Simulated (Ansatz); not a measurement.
Run report: Pt, geometry relaxation

The run: geometry relaxation of Pt (Fm-3m, 3 atoms in the cell). Method and program: DFT PBE, scalar-relativistic, plane waves, PAW, no spin polarisation (Ansatz 0.2.0).

The structure was made by a generator, so it may or may not be a known phase.

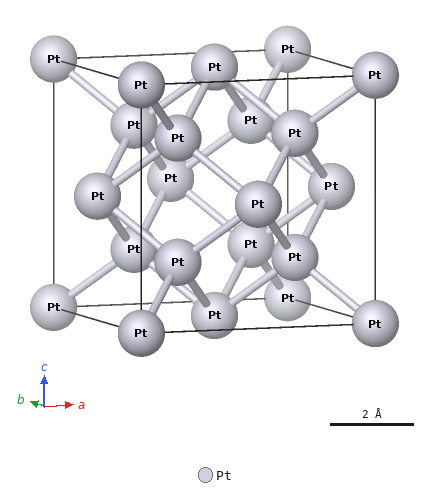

The input geometry (ball-and-stick view of the cell 4 times as large as that of the calculation, set on its symmetry axes, seen slightly off an axis). An atom can appear more than once, as a periodic image.

**Input**
```yaml
crystal:
  lattice:
    - [0.0, 3.0351660784, 3.0351660784]
    - [3.0351660784, 0.0, 3.0351660784]
    - [3.0351660784, 3.0351660784, 0.0]
  atoms:
    - { symbol: Pt, position: [0.25, 0.25, 0.25] }
    - { symbol: Pt, position: [0.75, 0.75, 0.75] }
    - { symbol: Pt, position: [0.0, 0.0, 0.0] }
basis:
  ecutwfc: 420
kpoints:
  mp_grid: { grid: [14, 14, 14] }
hamiltonian:
  xc: pbe
scf:
  occupations: { method: gaussian, width: 0.1 }
output:
  forces: true
  stress: true
  eigenvalues: true
relax:
  adjacent_minimum: "off"
  f_tol: 0.01
  max_steps: 80
  cell: { stress_tol: 0.05 }
```

Hardware: 1 thread of Intel Xeon @ 2.50GHz (Skylake/Cascade Lake), 189 GiB of memory available, shared host.

Command:
```bash
ansatz run input.yaml --threads 1 --pin off --max-ram 2560MiB --backend cpu --events-out ev --progress --plain --runs-dir out
```

**The program's output**
```
Engine: ansatz 0.2.0, x86_64-unknown-linux-gnu
Pseudopotentials: kind: paw
Pseudopotential: Pt, paw, valence charge 18, recommended cutoff 420 eV (normal), Pt.paw.azcp
Functional definition: PBE
  parameter kappa = 0.804
  parameter beta = 0.06672455060314922
  exchange = pbe_x(kappa = kappa, mu = beta*pi^2/3)
  correlation = pbe_c(beta = beta)
Crystal: 3 atoms, lattice volume = 55.921 Å³
Basis set: ecut = 420 eV, 1067 PW (Γ), exchange–correlation on 60×60×60 points (8 copies of the dense FFT grid, shifted against one another)
Bands: 33, of which v1, the nominal top of the filled ones, is band 27 counted from 1 (26 counted from 0)
Symmetry: 48 space group operations
Space group: Fm-3m (ITA 225), of the structure as read, at distance tolerance 3.8e-5 Å
k-points: 104 of 2744
Non-local potential: Pt, projectors of the file, l = 0: 3, l = 1: 2, l = 2: 2, l = 3: 1
PAW form: soft (Blöchl's): semilocal exchange-correlation on the pseudo side does not see the compensation charge
PAW one-centre angular grid: Pt, 590 points (default); XC on 64 Gauss nodes
Initial density: superposition of atomic densities (neutral atoms: chi_scale 0, normalization atom), corrected by the library's trained network
Initial wavefunctions: pseudopotential atomic-orbital guess
Functional: x = pbe(κ = 0.804, μ = 0.2195149727645171), c = pbe(β = 0.06672455060314922)
SCF iter   1: F=—  HF=-37567.767066 eV  |F-HF|=—  |Δ(HF+E_count)|=         —  Δρ=5.90e-3  dr2=4.76e-3  ethr=1.77e-3  ⟨swp⟩=6.0  Hψ=12975  notcnv=0  defer=19
preconditioner: auto → LDOS  [metal: Δε(μ)=0.007 eV  Ē_g=8.057 eV  σ=0.100 eV  W_gap=0.04  n_scr=14 (ndim 8)  ℏωp=27.2 eV  f_vac=0.039  D(μ)=5.56/eV (n_scr^D=64)  β→1.0]
SCF iter   2: F=—  HF=-37567.768937 eV  |F-HF|=—  |Δ(HF+E_count)|=   1.87e-3  Δρ=6.40e-4  dr2=1.25e-4  ethr=8.82e-6  ⟨swp⟩=2.5  Hψ=6665  notcnv=0  defer=22
SCF iter   3: F=—  HF=-37567.768958 eV  |F-HF|=—  |Δ(HF+E_count)|=   2.08e-5  Δρ=3.02e-4  dr2=4.47e-5  ethr=2.31e-7  ⟨swp⟩=2.0  Hψ=6054  notcnv=0  defer=22
SCF iter   4: F=—  HF=-37567.768943 eV  |F-HF|=—  |Δ(HF+E_count)|=   1.45e-5  Δρ=6.91e-5  dr2=2.77e-6  ethr=8.28e-8  ⟨swp⟩=2.0  Hψ=4759  notcnv=0  defer=22
SCF iter   5: F=—  HF=-37567.768943 eV  |F-HF|=—  |Δ(HF+E_count)|=   3.24e-8  Δρ=2.29e-5  dr2=4.46e-7  ethr=5.13e-9  ⟨swp⟩=2.5  Hψ=5137  notcnv=0  defer=22
SCF iter   6: F=-37567.768943 eV  HF=-37567.768943 eV  |F-HF|=7.73e-8  |Δ(HF+E_count)|=   3.95e-8  Δρ=9.51e-6  dr2=8.33e-8  ethr=1.85e-10  ⟨swp⟩=7.9  Hψ=12783  notcnv=0
SCF 1 converged in 6 iterations: F = -37567.768943 eV  dr2 = 8.33e-8
  greatest PAW one-centre occupation: 1.000 electrons in one spin orbital (limit 2), on the Pt atom at site 2 (counted from 0), in its partial waves of l = 0
relax step   1: F+E_penalty+E_count = -37567.76894337 eV  Δ(F+E_penalty+E_count) = +0.000e0 eV  max|allowed force component| = 3.701e-17 eV/Å  Δτ_max = 0.0000 Å  P = +0.050 GPa  Ω = 55.921 Å³  (6 SCF iters, dr2 threshold 1.00e-7 eV, accepted)
Initial density: handed on by an earlier stage of this run
Initial wavefunctions: pseudopotential atomic-orbital guess (no wavefunctions were taken with the density)
iter 1 solved again at ethr=6.83e-8 eV; its pass at ethr=3.10e-3 eV (dr2=3.69e-5 eV) is discarded
SCF iter   1: F=—  HF=-37567.768946 eV  |F-HF|=—  |Δ(HF+E_count)|=         —  Δρ=9.56e-6  dr2=8.39e-8  ethr=6.83e-8  ⟨swp⟩=4.1  Hψ=22286  notcnv=0
preconditioner: auto → LDOS  [metal: Δε(μ)=0.007 eV  Ē_g=8.055 eV  σ=0.100 eV  W_gap=0.04  n_scr=14 (ndim 8)  ℏωp=27.2 eV  f_vac=0.041  D(μ)=5.56/eV (n_scr^D=64)  β→1.0]
SCF iter   2: F=—  HF=-37567.768943 eV  |F-HF|=—  |Δ(HF+E_count)|=   2.76e-6  Δρ=4.62e-6  dr2=2.12e-8  ethr=1.55e-10  ⟨swp⟩=2.1  Hψ=5928  notcnv=0
SCF iter   3: F=—  HF=-37567.768943 eV  |F-HF|=—  |Δ(HF+E_count)|=   1.89e-9  Δρ=3.27e-6  dr2=7.89e-9  ethr=3.94e-11  ⟨swp⟩=2.7  Hψ=5352  notcnv=0
SCF iter   4: F=—  HF=-37567.768943 eV  |F-HF|=—  |Δ(HF+E_count)|=   1.40e-9  Δρ=5.60e-7  dr2=1.85e-10  ethr=1.46e-11  ⟨swp⟩=2.4  Hψ=5059  notcnv=0
SCF iter   5: F=-37567.768943 eV  HF=-37567.768943 eV  |F-HF|=7.28e-12  |Δ(HF+E_count)|=  2.91e-11  Δρ=9.19e-8  dr2=3.24e-12  ethr=1.00e-12  ⟨swp⟩=6.1  Hψ=15761  notcnv=0
SCF 2 converged in 5 iterations: F = -37567.768943 eV  dr2 = 3.24e-12
relax step   2: F+E_penalty+E_count = -37567.76894344 eV  Δ(F+E_penalty+E_count) = -6.591e-8 eV  max|allowed force component| = 7.710e-17 eV/Å  Δτ_max = 0.0000 Å  P = +0.050 GPa  Ω = 55.921 Å³  stress off target by 4.97e-2 GPa  SCF on the basis re-selected at this cell (its energy is not comparable with the rows above)  (5 SCF iters)
```

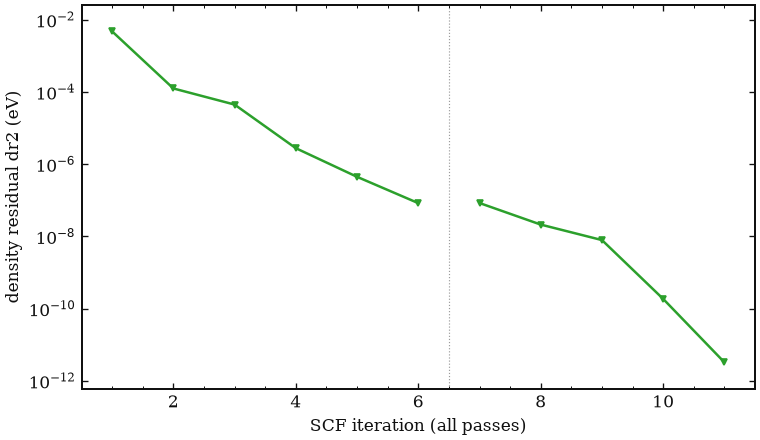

Convergence of the self-consistent field: density residual dr2 against the SCF iteration. The dotted lines part the SCF passes of the relaxation: geometry steps, rejected trials and re-solves on a re-selected basis. The passes take 6 and 5 iterations.

```
basis re-selected at this cell: Δ(F+E_penalty+E_count) = -6.591e-8 eV, ΔP = +0.000 GPa vs the last step (what re-selecting the basis moved, of the pressure what is left beyond the Pulay correction that the steps carried, after the strain that the cell walked since its last selection, with what the two solves' SCF thresholds leave and, on support functions, any second-order correction that the steps lacked; it is no measure of the basis error at this ecutwfc). This SCF's stress stands 4.97e-2 GPa from its target on what of the cell is left free (relax.cell.stress_tol is 5.00e-2 GPa) and its largest allowed force component is 7.71e-17 eV/Å (relax.f_tol is 1.00e-2 eV/Å): within both
SCF converged after 5 iterations
Free energy (F): -37567.768943 eV
Harris-Foulkes:  -37567.768943 eV  (|F-HF|=7.28e-12)
Internal energy: -37567.741134 eV  (E = F + TS)
E sigma→0 (E₀):  -37567.755039 eV
Entropy (-TS):   -0.027809 eV (-9.270 meV/atom)
Fermi energy:    17.719810 eV
--- Per-component energies (eV) ---
  E_band       = -669.132914
  E_kinetic    = 1910.224257
  E_local      = -5745.976232  (includes V_loc(G=0)·N_el)
  E_nonlocal   = 600.379044
  E_hartree    = 2169.302976
  E_xc         = -783.193083
  E_vxc        = -905.474176  (∫ρ·V_xc dr)
  E_paw        = -28362.557969  (= ΣΔE_a)
  E_vpaw       = -866.892457  (= ΣTr[D̂ρ^β])
  E_aug_tail   = 0.000586  (compensation charges beyond the density's cutoff)
  E_ewald      = -7355.920713
  E_smearing   = -0.027809  (= −TS)
  E_closure    = 0.000000  (closes the sum)
  Σ components = -37567.768943   (vs F -37567.768943, Δ=0.00e0)
--- Forces (eV/Å), atoms counted from 1 ---
  atom   1  Pt    -0.00000000    -0.00000000     0.00000000
  atom   2  Pt     0.00000000     0.00000000    -0.00000000
  atom   3  Pt    -0.00000000     0.00000000    -0.00000000
  max |Σ_I F_I| component: 3.70e-17 eV/Å
--- Stress (GPa, compression-positive) ---
        0.049717       0.000000       0.000000
        0.000000       0.049717      -0.000000
        0.000000      -0.000000       0.049717
  P = ⅓ Tr σ = 0.0497 GPa (0.497 kbar)
--- Band table (eV; the first three rows and the last of 104) ---
  k-point 0: bands = ["-80.7688", "-80.2743", "-80.2683", "-35.0317", "-35.0317", "-35.0317", "-34.5352", "-34.5352", "-34.5352", "-34.4121", "-34.4121", "-34.4121", "9.2405", "12.2213", "12.2213", "13.4991", "13.4991", "13.4991", "13.7078", "13.7078", "13.7078", "17.0085", "17.0085", "17.2893", "17.2893", "17.2893", "17.5704", "17.5704", "24.6865", "25.6349", "26.6670", "26.6670", "26.6670"]
  k-point 1: bands = ["-80.7687", "-80.2743", "-80.2684", "-35.0327", "-35.0327", "-35.0318", "-34.5335", "-34.5335", "-34.5313", "-34.4162", "-34.4128", "-34.4128", "9.3176", "12.2565", "12.2565", "13.3144", "13.4243", "13.4243", "13.7985", "13.7985", "13.8972", "16.9872", "16.9872", "17.1531", "17.1705", "17.1705", "17.6343", "17.6343", "24.3797", "25.5897", "26.4401", "26.5087", "26.5087"]
  k-point 2: bands = ["-80.7685", "-80.2742", "-80.2687", "-35.0356", "-35.0356", "-35.0317", "-34.5288", "-34.5288", "-34.5203", "-34.4276", "-34.4146", "-34.4146", "9.5443", "12.3605", "12.3605", "13.0897", "13.3059", "13.3059", "13.9632", "13.9632", "14.1290", "16.7950", "16.8280", "16.8280", "17.0329", "17.0329", "17.7099", "17.7099", "23.3423", "25.4813", "26.1818", "26.1818", "26.8380"]
  k-point 103: bands = ["-80.7665", "-80.2728", "-80.2721", "-35.0772", "-35.0417", "-35.0214", "-34.5473", "-34.4514", "-34.4512", "-34.4505", "-34.4497", "-34.4495", "11.9587", "12.0928", "12.3434", "12.9528", "13.1031", "14.1708", "14.5829", "14.5955", "14.6929", "15.2426", "16.0410", "16.1422", "17.1171", "17.3711", "18.3328", "18.3825", "19.0103", "19.0661", "19.2468", "27.3939", "28.8753"]
--- Relaxed structure (1 steps of the walk, 1 accepted, 1 SCFs on fresh bases) ---
  F+E_penalty+E_count = -37567.76894344 eV   max|allowed force component| = 7.710e-17 eV/Å   (the final SCF, on the basis selected at the relaxed cell)
  cell:  # Å, volume = 55.9213 Å³
    - [0.0, 3.0351660784, 3.0351660784]
    - [3.0351660784, 0.0, 3.0351660784]
    - [3.0351660784, 3.0351660784, 0.0]
  atoms:
    - { symbol: Pt, position: [0.25, 0.25, 0.25] }
    - { symbol: Pt, position: [0.75, 0.75, 0.75] }
    - { symbol: Pt, position: [0.0, 0.0, 0.0] }
```

**Trajectory as extended XYZ (Å, eV, eV/Å), 2 frames, from step=1 to step=2**
```
3
Lattice="0.0000 3.0352 3.0352 3.0352 0.0000 3.0352 3.0352 3.0352 0.0000" Properties=species:S:1:pos:R:3:forces:R:3 step=1 energy=-37567.76894 pressure_GPa=0.05
Pt    1.5176    1.5176    1.5176    0.0000   0.0000   0.0000
Pt    4.5527    4.5527    4.5527    0.0000   0.0000   0.0000
Pt    0.0000    0.0000    0.0000    0.0000   0.0000   0.0000
3
Lattice="0.0000 3.0352 3.0352 3.0352 0.0000 3.0352 3.0352 3.0352 0.0000" Properties=species:S:1:pos:R:3:forces:R:3 step=2 energy=-37567.76894 pressure_GPa=0.05
Pt    1.5176    1.5176    1.5176    0.0000   0.0000   0.0000
Pt    4.5527    4.5527    4.5527    0.0000   0.0000   0.0000
Pt    0.0000    0.0000    0.0000    0.0000   0.0000   0.0000
```

**Results in brief**

| quantity | value |
| --- | --- |
| outcome | converged |
| space group (tolerance 0.01 Å) | Fm-3m (225) |
| electrons treated | 54 |
| free energy | −37567.7689 eV |
| Fermi energy | 17.720 eV |
| gap on the k-point mesh | none (metallic) |
| pressure | 0.05 GPa |
| final volume | 55.92 Å³ |
| largest force (length of the vector) at the end | under 0.001 eV/Å |
| final cell | a = 4.292 Å, b = 4.292 Å, c = 4.292 Å, α = 60.00°, β = 60.00°, γ = 60.00° |
| wall time | 37 s |
| peak memory | 0.45 GiB |

**Remarks**

Spin–orbit coupling is left out, which matters for Pt.
